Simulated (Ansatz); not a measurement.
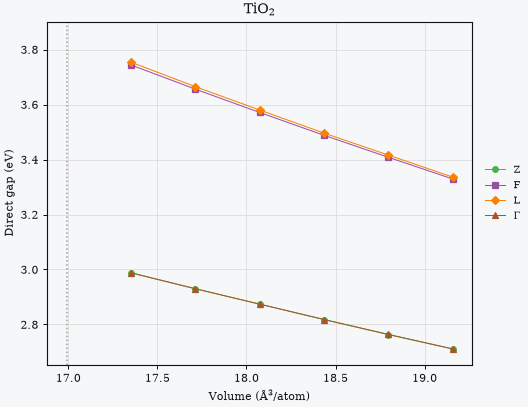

Direct gap at each named k point. In reduced coordinates of the cell that was run, Z is (0.5, 0.5, 0.5), F is (0.5, 0.5, 0) and L is (0.5, 0, 0). One run is left out (dotted line).

System: TiO$_{2}$, space group R-3m (No. 166), 3 atoms in the primitive cell. The cell is scaled at fixed shape and fractional positions. At 18.07 Å³/atom, a = 2.995 Å, c = 20.945 Å (hexagonal axes). Ansatz 0.2.0; PBE, Ansatz PAW, no spin polarisation, no spin-orbit coupling, 10×10×10 k mesh, 420 eV cutoff, Fermi-Dirac smearing of 0.05 eV.

| volume | Z (eV) | F (eV) | L (eV) | Γ (eV) |
| --- | --- | --- | --- | --- |
| 17.35 Å³/atom | 2.99 | 3.74 | 3.75 | 2.99 |
| 17.71 Å³/atom | 2.93 | 3.66 | 3.67 | 2.93 |
| 18.07 Å³/atom | 2.87 | 3.57 | 3.58 | 2.87 |
| 18.44 Å³/atom | 2.82 | 3.49 | 3.50 | 2.82 |
| 18.80 Å³/atom | 2.76 | 3.41 | 3.42 | 2.76 |
| 19.16 Å³/atom | 2.71 | 3.33 | 3.34 | 2.71 |

What does the missing run, at 16.99 Å³/atom, give?

Answer. Fits through the other points against the logarithm of the volume give 3.05 eV at Z, 3.83 eV at F, 3.84 eV at L and 3.05 eV at Γ (straight lines). The run itself gives 3.05, 3.83, 3.84 and 3.05 eV, within 0.01 eV of the estimates.

What are the deformation potentials dE/d ln V?

Answer. Straight lines against ln V have slopes of −2.8 eV at Z, −4.2 eV at F, −4.2 eV at L and −2.8 eV at Γ.

The smallest gap over all k points computed is 2.89, 2.82, 2.76, 2.69, 2.63, 2.57 and 2.51 eV in turn; it lies up to 0.20 eV under the lowest value plotted. LDA, GGA and most meta-GGA functionals understate gaps. The usual form of TiO2 is rutile or anatase.
